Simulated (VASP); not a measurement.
**Geometry relaxation of HfSi2 (part 2 of 3)**

HfSi2 (6 atoms in the cell); Kohn-Sham DFT of a periodic cell, LDA, VASP PAW LDA potentials, recommended, no spin polarisation (VASP 6.6.1); cutoff 600 eV, 10×10×10 k-mesh, methfessel-paxton of 0.1 eV. The structure derives from an entry of the Crystallography Open Database.

Geometry of the input (Å; fractional positions):
```
1.8360  -7.2850  0.0000
1.8360  7.2850  0.0000
0.0000  0.0000  3.6410
Hf 0.8940  0.1060  0.2500
Hf 0.1060  0.8940  0.7500
Si 0.5590  0.4410  0.2500
Si 0.4410  0.5590  0.7500
Si 0.2500  0.7500  0.2500
Si 0.7500  0.2500  0.7500
```

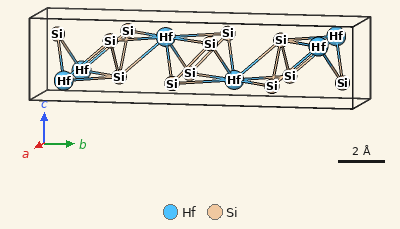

**Figure 1.** The structure as given in the input (ball-and-stick view of the cell 2 times as large as that of the calculation, set on its symmetry axes, seen slightly off an axis). An atom can appear more than once, as a periodic image.

Parts of OUTCAR, continued:
```
  Cartesian coordinates                     Fractional coordinates (reciprocal lattice)
     0.027233115 -0.006863418  0.000000000     0.100000000 -0.000000000  0.000000000
     0.027233115  0.006863418  0.000000000    -0.000000000  0.100000000  0.000000000
     0.000000000  0.000000000  0.027464982     0.000000000  0.000000000  0.100000000

  Length of vectors
     0.028084677  0.028084677  0.027464982

  Shift w.r.t. Gamma in fractional coordinates (k-lattice)
     0.000000000  0.000000000  0.000000000

 Subroutine IBZKPT returns following result:
 ===========================================

 Found    186 irreducible k-points:

 Following reciprocal coordinates:
            Coordinates               Weight
  0.000000  0.000000  0.000000      1.000000
  0.100000  0.000000  0.000000      4.000000
  0.200000  0.000000  0.000000      4.000000
  0.300000  0.000000  0.000000      4.000000
  0.400000  0.000000  0.000000      4.000000
  0.500000 -0.000000  0.000000      2.000000
  0.100000  0.100000  0.000000      2.000000
  0.200000  0.100000  0.000000      4.000000
  0.300000  0.100000  0.000000      4.000000
  0.400000  0.100000  0.000000      4.000000
  0.500000  0.100000  0.000000      4.000000
 -0.400000  0.100000  0.000000      4.000000
 -0.300000  0.100000  0.000000      4.000000
 -0.200000  0.100000  0.000000      4.000000
 -0.100000  0.100000  0.000000      2.000000
  0.200000  0.200000  0.000000      2.000000
  0.300000  0.200000  0.000000      4.000000
  0.400000  0.200000  0.000000      4.000000
  0.500000  0.200000  0.000000      4.000000
 -0.400000  0.200000  0.000000      4.000000
 -0.300000  0.200000  0.000000      4.000000
 -0.200000  0.200000  0.000000      2.000000
  0.300000  0.300000  0.000000      2.000000
  0.400000  0.300000  0.000000      4.000000
 [... further k-points ...]
   k-points           NKPTS =    186   k-points in BZ     NKDIM =    186   number of bands    NBANDS=     22
   number of dos      NEDOS =    301   number of ions     NIONS =      6
   total plane-waves  NPLWV = 108000
   dimension x,y,z NGX =    60 NGY =   60 NGZ =   30
   dimension x,y,z NGXF=   120 NGYF=  120 NGZF=   60
   ions per type =               2   4
   NGX,Y,Z   is equivalent  to a cutoff of  13.28, 13.28, 13.70 a.u.
   NGXF,Y,Z  is equivalent  to a cutoff of  26.55, 26.55, 27.40 a.u.
 SYSTEM =  HfSi2
   PREC   = accura    normal or accurate (medium, high low for compatibility)
   ISTART =      0    job   : 0-new  1-cont  2-samecut
   ICHARG =      2    charge: 1-file 2-atom 10-const
   ISPIN  =      1    spin polarized calculation?
   LNONCOLLINEAR =      F non collinear calculations
   LSORBIT =      F    spin-orbit coupling
   LASPH  =      T    aspherical Exc in radial PAW
   ENCUT  =  600.0 eV  44.10 Ry    6.64 a.u.  15.00 15.00  7.27*2*pi/ulx,y,z
   NELM   =     80;   NELMIN=  2; NELMDL= -5     # of ELM steps
   EDIFF  = 0.1E-05   stopping-criterion for ELM
   LREAL  =      F    real-space projection
   EDIFFG = -.1E-01   stopping-criterion for IOM
   NSW    =     90    number of steps for IOM
   IBRION =      2    ionic relax: 0-MD 1-quasi-New 2-CG
   NFREE  =      1    steps in history (QN), initial steepest desc. (CG)
   ISIF   =      3    stress and relaxation
   ISYM   =      2    0-nonsym 1-usesym 2-fastsym
   POTIM  = 0.5000    time-step for ionic-motion
   TEBEG  =    0.0;   TEEND  =   0.0 temperature during run
   PSTRESS=    0.0 pullay stress
   NELECT =      36.0000    total number of electrons
   NUPDOWN=      -1.0000    fix difference up-down
   EMIN   =  10.00;   EMAX   =-10.00  energy-range for DOS
   EFERMI =   0.00;   METHOD = LEGACY
   ISMEAR =     1;   SIGMA  =   0.10  broadening in eV -4-tet -1-fermi 0-gaus
   EFERMI_NEDOS =   21; number of points for ismear=-14 and -15
   IALGO  =     38    algorithm
   IMIX   =      4    mixing-type and parameters
     AMIX     =   0.40;   BMIX     =  1.00
     AMIX_MAG =   1.60;   BMIX_MAG =  1.00
  volume/ion in A,a.u.               =      16.23       109.55
  Fermi-wavevector in a.u.,A,eV,Ry     =   1.174874  2.220190 18.780521  1.380329
  Thomas-Fermi vector in A             =   2.311264
   LORBIT       =      0    0 simple, 1 ext, 2 COOP (PROOUT), +10 PAW based schemes
   GGA     = CA    functional components
   LHFCALC =     F    Hartree Fock is set to
   AEXX    =    0.0000 exact exchange contribution
   IVDW    =     0    specifies the selected vdW correction
   LEPSILON=     F    determine dielectric tensor
   LRPA    =     F    only Hartree local field effects (RPA)
 conjugate gradient relaxation of ions
 non-spin polarized calculation
 Methfessel and Paxton  Order N= 1 SIGMA  =   0.10
  energy-cutoff  :      600.00
  volume of cell :       97.40
 maximum number of plane-waves:      3285
   NGX = 29   NGY = 29   NGZ = 15

--------------------------------------- Ionic step        1  -------------------------------------------

 number of electron      35.9999998 magnetization

 Free energy of the ion-electron system (eV)
  ---------------------------------------------------
  ext. energy  EPLUGINS =         0.00000000
  ---------------------------------------------------
  free energy    TOTEN  =       -49.14856146 eV

  energy without entropy =      -49.14864399  energy(sigma->0) =      -49.14858897

------------------------ aborting loop because EDIFF is reached ----------------------------------------

  FORCE on cell =-STRESS in cart. coord.  units (eV):
  Direction    XX          YY          ZZ          XY          YZ          ZX
  --------------------------------------------------------------------------------------
  -------------------------------------------------------------------------------------
  Total       -2.9557152     -4.1491273     -3.0556125      0.0000000     -0.0000000      0.0000000
  in kB      -48.6205940    -68.2518506    -50.2638740      0.0000000     -0.0000000      0.0000000
  external PRESSURE =     -55.7121062 kB  Pullay stress =       0.0000000 kB

 VOLUME and BASIS-vectors are now :
 -----------------------------------------------------------------------------
  energy-cutoff  :      600.00
  volume of cell :       97.40
      direct lattice vectors                 reciprocal lattice vectors
     1.836000000 -7.285000000  0.000000000     0.272331155 -0.068634180  0.000000000
     1.836000000  7.285000000  0.000000000     0.272331155  0.068634180  0.000000000
     0.000000000  0.000000000  3.641000000     0.000000000  0.000000000  0.274649821

 POSITION                                       TOTAL-FORCE (eV/Angst)
 -----------------------------------------------------------------------------------
      1.83600     -5.74058      0.91025         0.000000     -0.106849      0.000000
      1.83600      5.74058      2.73075         0.000000      0.106849     -0.000000
      1.83600     -0.85963      0.91025         0.000000      0.658956     -0.000000
      1.83600      0.85963      2.73075         0.000000     -0.658956     -0.000000
      1.83600      3.64250      0.91025         0.000000     -0.045241     -0.000000
      1.83600     -3.64250      2.73075         0.000000      0.045241     -0.000000
 -----------------------------------------------------------------------------------
    total drift:                               -0.000000      0.000000     -0.000000

  FREE ENERGIE OF THE ION-ELECTRON SYSTEM (eV)
  ---------------------------------------------------
  free  energy   TOTEN  =       -49.1485614551 eV

  energy  without entropy=      -49.1486439899  energy(sigma->0) =      -49.14858897

--------------------------------------- Ionic step        2  -------------------------------------------

 number of electron      36.0000000 magnetization

------------------------ aborting loop because EDIFF is reached ----------------------------------------

  FORCE on cell =-STRESS in cart. coord.  units (eV):
  Direction    XX          YY          ZZ          XY          YZ          ZX
  --------------------------------------------------------------------------------------
  -------------------------------------------------------------------------------------
  Total        3.8462159      3.3124376      4.6752047      0.0000000      0.0000000      0.0000000
  in kB       68.7346770     59.1956706     83.5493101      0.0000000      0.0000000      0.0000000
  external PRESSURE =      70.4932192 kB  Pullay stress =       0.0000000 kB

 VOLUME and BASIS-vectors are now :
 -----------------------------------------------------------------------------
  energy-cutoff  :      600.00
  volume of cell :       89.65
      direct lattice vectors                 reciprocal lattice vectors
     1.792366987 -7.041966436  0.000000000     0.278960728 -0.071002895 -0.000000000
     1.792366987  7.041966436  0.000000000     0.278960728  0.071002895  0.000000000
     0.000000000 -0.000000000  3.551546177     0.000000000  0.000000000  0.281567506

 POSITION                                       TOTAL-FORCE (eV/Angst)
 -----------------------------------------------------------------------------------
      1.79237     -5.55405      0.88789         0.000000     -0.407181     -0.000000
      1.79237      5.55405      2.66366         0.000000      0.407181      0.000000
      1.79237     -0.80022      0.88789         0.000000      0.246752     -0.000000
      1.79237      0.80022      2.66366         0.000000     -0.246752     -0.000000
      1.79237      3.51887      0.88789         0.000000     -0.044609     -0.000000
      1.79237     -3.51887      2.66366         0.000000      0.044609     -0.000000
 -----------------------------------------------------------------------------------
    total drift:                               -0.000000      0.000000     -0.000000

  FREE ENERGIE OF THE ION-ELECTRON SYSTEM (eV)
  ---------------------------------------------------
  free  energy   TOTEN  =       -49.1748826055 eV

  energy  without entropy=      -49.1739764428  energy(sigma->0) =      -49.17458055

--------------------------------------- Ionic step        3  -------------------------------------------

 number of electron      36.0000001 magnetization

------------------------ aborting loop because EDIFF is reached ----------------------------------------

  FORCE on cell =-STRESS in cart. coord.  units (eV):
  Direction    XX          YY          ZZ          XY          YZ          ZX
  --------------------------------------------------------------------------------------
  -------------------------------------------------------------------------------------
  Total        0.6278846     -0.2610794      0.9802223      0.0000000      0.0000000      0.0000000
  in kB       10.8077550     -4.4939502     16.8725314      0.0000000      0.0000000      0.0000000
  external PRESSURE =       7.7287787 kB  Pullay stress =       0.0000000 kB

 VOLUME and BASIS-vectors are now :
 -----------------------------------------------------------------------------
  energy-cutoff  :      600.00
  volume of cell :       93.08
      direct lattice vectors                 reciprocal lattice vectors
     1.811962123 -7.151110305  0.000000000     0.275943958 -0.069919212 -0.000000000
     1.811962123  7.151110305  0.000000000     0.275943958  0.069919212  0.000000000
     0.000000000 -0.000000000  3.591718967     0.000000000  0.000000000  0.278418220

 POSITION                                       TOTAL-FORCE (eV/Angst)
 -----------------------------------------------------------------------------------
      1.81196     -5.63778      0.89793         0.000000     -0.270537     -0.000000
      1.81196      5.63778      2.69379         0.000000      0.270537      0.000000
      1.81196     -0.82712      0.89793         0.000000      0.471617      0.000000
      1.81196      0.82712      2.69379         0.000000     -0.471617      0.000000
      1.81196      3.57441      0.89793         0.000000     -0.047790      0.000000
      1.81196     -3.57441      2.69379         0.000000      0.047790     -0.000000
 -----------------------------------------------------------------------------------
    total drift:                               -0.000000     -0.000000     -0.000000

  FREE ENERGIE OF THE ION-ELECTRON SYSTEM (eV)
  ---------------------------------------------------
  free  energy   TOTEN  =       -49.2411429939 eV

  energy  without entropy=      -49.2404565572  energy(sigma->0) =      -49.24091418

[... ionic steps 4 to 7 ...]

--------------------------------------- Ionic step        8  -------------------------------------------

 number of electron      35.9999999 magnetization

------------------------ aborting loop because EDIFF is reached ----------------------------------------

  FORCE on cell =-STRESS in cart. coord.  units (eV):
  Direction    XX          YY          ZZ          XY          YZ          ZX
  --------------------------------------------------------------------------------------
  -------------------------------------------------------------------------------------
  Total        0.1114350      0.0225507      0.1141604      0.0000000     -0.0000000      0.0000000
  in kB        1.9121696      0.3869586      1.9589354      0.0000000     -0.0000000      0.0000000
  external PRESSURE =       1.4193545 kB  Pullay stress =       0.0000000 kB

 VOLUME and BASIS-vectors are now :
 -----------------------------------------------------------------------------
  energy-cutoff  :      600.00
  volume of cell :       93.37
      direct lattice vectors                 reciprocal lattice vectors
     1.812122620 -7.131585566  0.000000000     0.275919518 -0.070110636  0.000000000
     1.812122620  7.131585566 -0.000000000     0.275919518  0.070110636 -0.000000000
     0.000000000  0.000000000  3.612453348     0.000000000  0.000000000  0.276820184

 POSITION                                       TOTAL-FORCE (eV/Angst)
 -----------------------------------------------------------------------------------
      1.81212     -5.64050      0.90311         0.000000      0.035553     -0.000000
      1.81212      5.64050      2.70934         0.000000     -0.035553      0.000000
      1.81212     -0.78487      0.90311         0.000000      0.021886     -0.000000
      1.81212      0.78487      2.70934         0.000000     -0.021886      0.000000
      1.81212      3.56235      0.90311         0.000000      0.006745     -0.000000
      1.81212     -3.56235      2.70934         0.000000     -0.006745      0.000000
 -----------------------------------------------------------------------------------
    total drift:                               -0.000000     -0.000000      0.000000

  FREE ENERGIE OF THE ION-ELECTRON SYSTEM (eV)
  ---------------------------------------------------
  free  energy   TOTEN  =       -49.2688802821 eV

  energy  without entropy=      -49.2680879876  energy(sigma->0) =      -49.26861618
```
